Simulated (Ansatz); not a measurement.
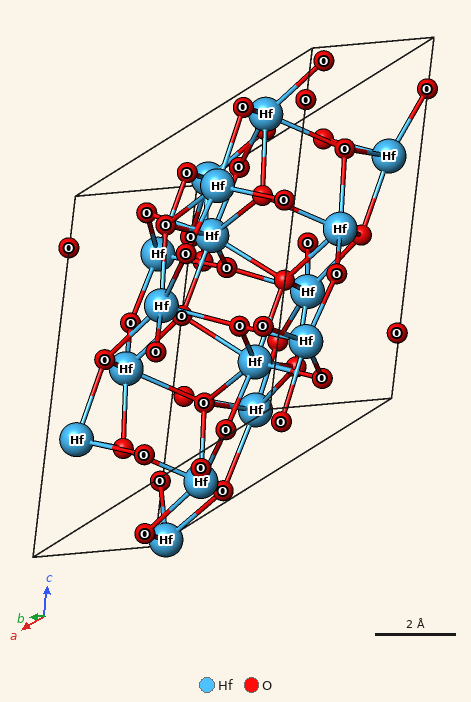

Fig. 1: The input geometry (ball-and-stick view of the cell of the calculation, seen at an oblique angle). An atom can appear more than once, as a periodic image.

## Single-point calculation, with input and output: Hf15O32 (part 1 of 2)

Hf15O32 (defect cell, 47 atoms in the cell), computed with DFT PBE, scalar-relativistic, plane waves, PAW, spin-polarised (Ansatz 0.2.0).

The structure derives from an entry of the Crystallography Open Database.

The input:
```yaml
crystal:
  lattice:
    - [4.259337, -5.1857, 5.213867]
    - [-4.259337, -5.1857, -5.213867]
    - [5.976663, 5.1857, -5.213867]
  atoms:
    - { symbol: Hf, position: [0.1188414479, 0.3747281046, 0.5285951351] }
    - { symbol: Hf, position: [0.618890339, 0.3738396173, 0.0346009966] }
    - { symbol: Hf, position: [0.6180225303, 0.875301002, 0.53641275] }
    - { symbol: Hf, position: [0.5873786926, 0.5807241032, 0.7092097448], spin: -0.01 }
    - { symbol: Hf, position: [0.5727547975, 0.0745124326, 0.2049408915] }
    - { symbol: Hf, position: [0.0945889063, 0.0853757042, 0.7124793554] }
    - { symbol: Hf, position: [0.0947274649, 0.5949539392, 0.2140976037] }
    - { symbol: Hf, position: [0.3752381294, 0.1180940148, 0.4533418121] }
    - { symbol: Hf, position: [0.3818818348, 0.6253390164, 0.9625001684] }
    - { symbol: Hf, position: [0.8830481365, 0.6230986688, 0.4630445468] }
    - { symbol: Hf, position: [0.8814669977, 0.1287910174, 0.97324952], spin: -0.01 }
    - { symbol: Hf, position: [0.9109501196, 0.4201085816, 0.7858074414] }
    - { symbol: Hf, position: [0.9127501873, 0.910662629, 0.2873594332] }
    - { symbol: Hf, position: [0.4061025245, 0.9123973345, 0.7828829786] }
    - { symbol: Hf, position: [0.4134680241, 0.4150289588, 0.282593111] }
    - { symbol: O, position: [0.3534134021, 0.8699763063, 0.9766662267], spin: 0.16 }
    - { symbol: O, position: [0.3440254738, 0.3787139186, 0.4795571221], spin: 0.01 }
    - { symbol: O, position: [0.8441854237, 0.3773379045, 0.9829319526], spin: 0.03 }
    - { symbol: O, position: [0.8446257111, 0.87972898, 0.4799644638], spin: 0.01 }
    - { symbol: O, position: [0.1487997832, 0.8641766249, 0.2860146049], spin: 0.07 }
    - { symbol: O, position: [0.1479269541, 0.3611406418, 0.7626855468], spin: 0.03 }
    - { symbol: O, position: [0.6518970957, 0.3619584656, 0.2653497537], spin: 0.01 }
    - { symbol: O, position: [0.6484665612, 0.8615749173, 0.7717817891], spin: 0.03 }
    - { symbol: O, position: [0.1565230455, 0.1245344348, 0.5200385895], spin: 0.02 }
    - { symbol: O, position: [0.1608439374, 0.5982628504, 0.0189362912], spin: 0.3 }
    - { symbol: O, position: [0.6591140216, 0.6198425091, 0.5184325829], spin: 0.01 }
    - { symbol: O, position: [0.6520548318, 0.1195078154, 0.0151866995], spin: 0.03 }
    - { symbol: O, position: [0.3689902339, 0.1510279376, 0.2429738235], spin: 0.04 }
    - { symbol: O, position: [0.3498567617, 0.6322971263, 0.7243929075], spin: 0.01 }
    - { symbol: O, position: [0.8482146699, 0.6331649946, 0.228069748], spin: 0.01 }
    - { symbol: O, position: [0.8573416003, 0.1377006905, 0.7357534905], spin: 0.17 }
    - { symbol: O, position: [0.8562746293, 0.65302693, 0.8847862774], spin: 0.58 }
    - { symbol: O, position: [0.8595354685, 0.158249162, 0.3627472596], spin: 0.34 }
    - { symbol: O, position: [0.3622326846, 0.1586344825, 0.8720069079], spin: 0.04 }
    - { symbol: O, position: [0.3684355301, 0.6613919085, 0.370679327], spin: 0.03 }
    - { symbol: O, position: [0.5451081552, 0.4959041276, 0.8781204721], spin: 0.14 }
    - { symbol: O, position: [0.5502216665, -0.0014978158, 0.3842515252], spin: 0.06 }
    - { symbol: O, position: [0.0097260783, -0.0140117179, 0.8608380571], spin: 0.64 }
    - { symbol: O, position: [0.0436339507, 0.4975653854, 0.3777737477], spin: 0.02 }
    - { symbol: O, position: [0.6351101001, 0.3375723486, 0.6329082811], spin: 0.08 }
    - { symbol: O, position: [0.638168663, 0.8342810344, 0.1305913505], spin: 0.08 }
    - { symbol: O, position: [0.1336100608, 0.8390516209, 0.628797182], spin: 0.02 }
    - { symbol: O, position: [0.1391851305, 0.3411942664, 0.1223688868], spin: 0.2 }
    - { symbol: O, position: [0.9550865995, 0.4998002035, 0.6156693967], spin: 0.05 }
    - { symbol: O, position: [0.9721718641, 1.0673494923, 0.1713652817], spin: 0.49 }
    - { symbol: O, position: [0.4620929816, 1.0046065664, 0.6202755628], spin: 0.04 }
    - { symbol: O, position: [0.4618830717, 0.5031219656, 0.1176524742], spin: 0.03 }
magnetization:
  spin_polarized: true
basis:
  ecutwfc: 420
  fft_grid_basis: typed
kpoints:
  mp_grid: { grid: [2, 2, 2] }
hamiltonian:
  xc: pbe
  pseudopotentials: { kind: paw }
scf:
  occupations: { method: gaussian, width: 0.05 }
  n_extra_bands: 18
output:
  forces: true
  stress: false
  eigenvalues: true
  bader: false
  write_density: false
  volumetric_format: npy
  populations: true
  band_densities:
    - { e_range: [-0.25, 0.25] }
    - { e_range: [-1.2, 0.0] }
    - { e_range: [0.0, 1.2] }
  dos:
    e_range: [-30, 8]
    de: 0.02
    method: { smearing: { sigma: 0.03, scheme: gaussian } }
    projected: { site_lists: { Hf: [Hf], O: [O] } }
checkpoint:
  read: start.run
  write: ck
  compress: false
  write_wavefunctions: false
  write_every: 100000
```

Run on 4 threads of Arm Neoverse V2, 24 GiB of memory available, shared host.

Launch command:
```bash
ansatz run input.yaml --threads 4 --pin off --max-ram 10240MiB --backend cpu --events-out ev --progress --plain --runs-dir out
```

Output:
```
Warning: the band count 309 (scf.n_extra_bands) hosts the net moment |M| = 3.7600 μB (N_el = 582) but caps the reachable moment at 2·n_bands − N_el = 36.0000 μB, below the 352 bands that the automatic rule leaves for it — a moment growing past the seed, or the majority channel's smearing tail, pins there with fewer empty majority states than that count leaves; raise or omit scf.n_extra_bands unless the cap is intended
Warning: checkpoint.read: spin seed differs: saved f17412f3ad32…, current cf361ecb06fb…; the loaded state replaces the seed-built initial guess (but the starting_ns of a DFT+U solve that opens without the state's occupation matrices), so the run may converge into the producing seed's basin, or, where the symmetry group that follows from this deck's starting moments and starting_ns does not hold the saved magnetisation, lose that magnetisation at its first build. Where atoms have moved since the state was saved, this difference can also decide whether moments are moved with them. A self-consistent run of this deck without the state starts from its starting moments and, under a DFT+U term, its starting_ns
scf.n_extra_bands = 18 over 291 filled bands (N_el = 582.0): the run solves 309 bands
Engine: ansatz 0.2.0, aarch64-unknown-linux-gnu
Pseudopotentials: kind: paw
Pseudopotential: Hf, paw, valence charge 26, recommended cutoff 420 eV (normal), Hf.paw.azcp
Pseudopotential: O, paw, valence charge 6, recommended cutoff 420 eV (normal), O.paw.azcp
Functional definition: PBE
  parameter kappa = 0.804
  parameter beta = 0.06672455060314922
  exchange = pbe_x(kappa = kappa, mu = beta*pi^2/3)
  correlation = pbe_c(beta = beta)
Crystal: 47 atoms, lattice volume = 553.513 Å³
Basis set: ecut = 420 eV, 10821 PW (Γ), exchange–correlation on 120×120×128 points (8 copies of the dense FFT grid, shifted against one another)
Bands: 309, of which v1, the nominal top of the filled ones, is band 291 counted from 1 (290 counted from 0)
Symmetry: 1 space group operations
Space group: P1 (ITA 1), of the structure as read, at distance tolerance 8.2e-5 Å
Magnetic group: BNS 1.1 (UNI 1), of the structure as read, at distance tolerance 8.2e-5 Å
k-points: 8
Non-local potential: Hf, projectors of the file, l = 0: 3, l = 1: 2, l = 2: 2, l = 3: 3
Non-local potential: O, projectors of the file, l = 0: 2, l = 1: 2, l = 2: 1
PAW form: soft (Blöchl's): semilocal exchange-correlation on the pseudo side does not see the compensation charge
PAW one-centre angular grid: Hf, 590 points (default); XC on 64 Gauss nodes
PAW one-centre angular grid: O, 110 points (default); XC on 64 Gauss nodes
Initial density: read from a saved state, or passed on in memory by an earlier SCF of this step, an earlier step, the calling program or the single point that the run made first
Stability of the state it starts from, as read at its close in the collinear treatment: not read negative (Ritz values of 1 − χ₀K, real part plus size of imaginary part, from 0.98 to 1.1, by its mixing steps under no symmetry); its run was given moments
Starting moments: Σ|m| = 3.8 μB on 34 of 47 sites; this step starts from the density that it was given
Initial wavefunctions: pseudopotential atomic-orbital guess
Functional: x = pbe(κ = 0.804, μ = 0.2195149727645171), c = pbe(β = 0.06672455060314922)
iter 1 solved again at ethr=3.73e-8 eV; its pass at ethr=3.10e-3 eV (dr2=2.17e-4 eV) is discarded
SCF iter   1: F=—  HF=-254048.993037 eV  |F-HF|=—  |Δ(HF+E_count)|=         —  Δρ=2.40e-6 (↑9.55e-7 ↓2.40e-6)  dr2=5.49e-8  dr2_m=6.10e-9  M=4.000 μB ∫|m|=4.379 μB  β_m=0.30  ethr=3.73e-8  ⟨swp⟩=4.1  Hψ=34742  notcnv=0
preconditioner: auto → Resta (q_TF=auto, 2.751 Å⁻¹)  ε∞=6.4  [insulator: Δε(μ)=0.059 eV  Ē_g=16.023 eV  σ=0.050 eV  W_gap=0.60  n_scr=202 (ndim 8)  ℏωp=37.1 eV  f_vac=0.094  D(μ)=5.00/eV (n_scr^D=18)  ε∞_Penn≈6.4]
spin=Collinear: Resta preconditioning applied to the charge; magnetization (m = ρ↑ − ρ↓) channel mixes plain (no charge-response kernel on spin).
SCF iter   2: F=—  HF=-254048.992318 eV  |F-HF|=—  |Δ(HF+E_count)|=   7.19e-4  Δρ=8.70e-7 (↑5.80e-7 ↓8.70e-7)  dr2=9.13e-9  dr2_m=6.22e-10  M=4.000 μB ∫|m|=4.379 μB  β_m=0.31  ethr=9.44e-12  ⟨swp⟩=7.9  Hψ=24340  notcnv=0
SCF iter   3: F=-254048.992318 eV  HF=-254048.992318 eV  |F-HF|=1.83e-9  |Δ(HF+E_count)|=   1.16e-9  Δρ=8.49e-7 (↑3.36e-7 ↓8.49e-7)  dr2=6.11e-9  dr2_m=9.84e-10  M=4.000 μB ∫|m|=4.379 μB  ethr=1.57e-12  ⟨swp⟩=1.0  Hψ=13215  notcnv=0
SCF 1 converged in 3 iterations: F = -254048.992318 eV  dr2 = 6.11e-9
  greatest PAW one-centre occupation: 0.999 electrons in one spin orbital (limit 2), on the Hf atom at site 1 (counted from 0), in its partial waves of l = 0
NSCF: frozen V_eff on 8 k-points
SCF converged after 3 iterations
Magnetization: 3.9998 μB (292.9999 up, 289.0001 down)
Absolute magnetization: 4.3976 μB (∫|ρ↑−ρ↓|, with the PAW one-centre terms)
Spin contamination: 0.0175 ħ² per cell (⟨S²⟩ above its minimum at these occupations)
Per-site moments (μB) at R_I (Å): [(-0.001917335027729112, 0.8417961832822096), (-0.0009126104620751363, 0.854352592411843), (-0.0014384955983374984, 0.8402633739584078), (-0.005549506937869902, 0.846188175546983), (-0.003144667732094715, 0.8448827694235747), (-0.0032864461547302756, 0.8343356549266095), (-0.0037661882844293526, 0.8429804151754554), (-0.0008900746080813888, 0.8589609528153652), (-0.003911770923758715, 0.8479585934781438), (-0.0007664415403274007, 0.8448964149454182), (-0.005439824400806026, 0.8434383212859949), (-0.0038125218767740172, 0.8434751568803839), (-0.004933189023785087, 0.8455855969734504), (-0.00030597488983762354, 0.8427394982292096), (-0.0008300244733654603, 0.8457520298615162), (0.1551223221890738, 0.8558823261895082), (0.013030647040502667, 0.8738674146796559), (0.02559495903897062, 0.8801416295042801), (0.01043802367551989, 0.8946212740331313), (0.07208041630969826, 0.8429804151754554), (0.028943258986804166, 0.8780851494006359), (0.010073300692009084, 0.8834215183254107), (0.025617200885113628, 0.8829468510514488), (0.01662541113409203, 0.8928759350706691), (0.30133209830645846, 0.8689582249454574), (0.007248025767481366, 0.8837378231966163), (0.02555481494155474, 0.870827502891539), (0.03722275255032893, 0.8510861696475777), (0.00787837554660419, 0.8854748758218005), (0.008050085028518107, 0.872147212402056), (0.16687007981557428, 0.9008202149150163), (0.5761487735202948, 0.8563091879474712), (0.34473117237258216, 0.862514289186971), (0.03732933615095727, 0.8343356549266095), (0.02648730483817164, 0.8402633739584078), (0.1436198999332038, 0.846188175546983), (0.06414920639951327, 0.8421599288002668), (0.6428663100287849, 0.8614875165654595), (0.020508314113036514, 0.8417961832822096), (0.07518067770728372, 0.8451247694022123), (0.0798888360478127, 0.8479585934781438), (0.022442118408510344, 0.8427394982292096), (0.19838520708269722, 0.8493369094694335), (0.054513350504819154, 0.8434751568803839), (0.49121322364011677, 0.8434383212859949), (0.03883695290435684, 0.855391436954101), (0.03084297412850315, 0.8457520298615162)]
Free energy (F): -254048.992318 eV
Harris-Foulkes:  -254048.992318 eV  (|F-HF|=1.83e-9)
Internal energy: -254048.986068 eV  (E = F + TS)
E sigma→0 (E₀):  -254048.989193 eV
Entropy (-TS):   -0.006251 eV (-0.133 meV/atom)
Fermi energy:    13.042204 eV
--- Per-component energies (eV) ---
  E_band       = -471.914940
  E_kinetic    = 11923.530338
  E_local      = -98292.988427  (includes V_loc(G=0)·N_el)
  E_nonlocal   = -17102.714210
  E_hartree    = 44888.359437
  E_xc         = -6859.741405
  E_vxc        = -7003.610866  (∫ρ·V_xc dr)
  E_paw        = -108968.420008  (= ΣΔE_a)
  E_vpaw       = 20227.067835  (= ΣTr[D̂ρ^β])
  E_aug_tail   = 0.078899  (compensation charges beyond the density's cutoff)
  E_ewald      = -79637.090691
  E_smearing   = -0.006251  (= −TS)
  E_closure    = -0.000000  (closes the sum)
  Σ components = -254048.992318   (vs F -254048.992318, Δ=0.00e0)
--- Forces (eV/Å), atoms counted from 1 ---
  atom   1  Hf    -0.00282974    -0.01782987    -0.02329525
  atom   2  Hf     0.01872472     0.00005891    -0.00006345
  atom   3  Hf    -0.00025886     0.01679420     0.00442765
  atom   4  Hf    -0.01209172    -0.01065023    -0.00001058
  atom   5  Hf     0.00529715     0.00467214    -0.00622459
  atom   6  Hf     0.01026021     0.01461655    -0.01590329
  atom   7  Hf    -0.00254402     0.01404906     0.00168372
  atom   8  Hf     0.00103487    -0.01843544     0.01491747
  atom   9  Hf     0.00279895    -0.01465599    -0.00573500
  atom  10  Hf    -0.01351796     0.01560551     0.00687214
  atom  11  Hf    -0.00826650    -0.00400953    -0.00596632
  atom  12  Hf     0.00240511    -0.00016477    -0.00988492
  atom  13  Hf    -0.01561226     0.01200561     0.00406240
  atom  14  Hf     0.00000882    -0.01284731     0.01140757
  atom  15  Hf     0.00342234    -0.01169004     0.00470231
  atom  16  O      0.00295046    -0.00354752    -0.00516250
  atom  17  O     -0.01243044     0.00656053    -0.00210674
  atom  18  O     -0.00527214    -0.00467376     0.00769419
  atom  19  O     -0.00054702     0.00203720     0.00319370
  atom  20  O      0.00328710     0.00418441    -0.00504445
  atom  21  O     -0.00908013    -0.00245185     0.00827080
  atom  22  O      0.00057971     0.00748111     0.00620472
  atom  23  O      0.00392528    -0.00303588     0.00501198
  atom  24  O     -0.00157266     0.00578992    -0.00186190
  atom  25  O     -0.00071128     0.00323397    -0.00463339
  atom  26  O      0.01378078    -0.01130815     0.00444329
  atom  27  O     -0.00715369     0.01817714    -0.00964640
  atom  28  O     -0.00076838     0.00409298    -0.00809364
  atom  29  O     -0.01296499     0.00228391     0.00833458
  atom  30  O      0.00283754    -0.01549283    -0.00669263
  atom  31  O     -0.00182448     0.01036921    -0.00154726
  atom  32  O      0.01382022    -0.00078599     0.00508716
  atom  33  O      0.01564916    -0.00433801    -0.00151141
  atom  34  O      0.01122724    -0.00505721    -0.00345487
  atom  35  O     -0.01501110     0.01815137    -0.00194021
  atom  36  O      0.01070370     0.01513949    -0.00333973
  atom  37  O      0.00442924    -0.00212239    -0.00057017
  atom  38  O     -0.00488087    -0.00291873     0.00243826
  atom  39  O      0.00917380    -0.01122510     0.00469534
  atom  40  O      0.00394943    -0.00570730     0.00265526
  atom  41  O     -0.00918002     0.00741108     0.00521580
  atom  42  O     -0.00251781     0.00077347     0.01301483
  atom  43  O      0.00729998    -0.01262813    -0.01454504
  atom  44  O      0.00088460     0.00418234     0.00129755
  atom  45  O      0.00552573    -0.00574536     0.00363503
  atom  46  O     -0.00570464    -0.00055688    -0.00210123
  atom  47  O     -0.00922467    -0.00581182     0.01005911
  max |Σ_I F_I| component: 2.00e-5 eV/Å
--- Band table (eV; the first three rows and the last of 16) ---
```
